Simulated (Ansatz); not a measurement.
Al

```
Al
1.0
     3.84928    0.00000    0.00036
     0.00000    3.84928    0.00000
    -1.92445    0.00000    2.09080
Al
2
Direct
  0.00000 0.00000 0.00000
  0.50000 0.50000 0.00000
```

Space group I4/mmm; a structure from a database of computed crystals, not necessarily the ambient phase; computed pressure about 3 GPa in this cell.

The calculation used Ansatz, DFT r2SCAN, scalar-relativistic, plane waves, PAW.

Q: Predict the valence pseudo-density and electron localisation function between the atoms.

A: Al–Al (2.72 Å): ρ is about 0.23 e/Å³ halfway; the ELF peaks at about 0.70 between the atoms.
Al–Al (2.84 Å): ρ at the midpoint is about 0.21 e/Å³; the ELF is about 0.60 at the midpoint.

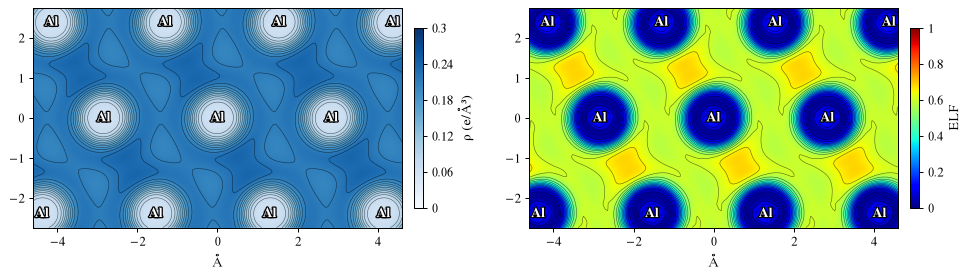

Computed valence pseudo-density and electron localisation function on the (11̄0) plane of the calculation cell, in this order. 

The density is the valence pseudo-density of a PAW calculation; it isn't the true density close to the nuclei.
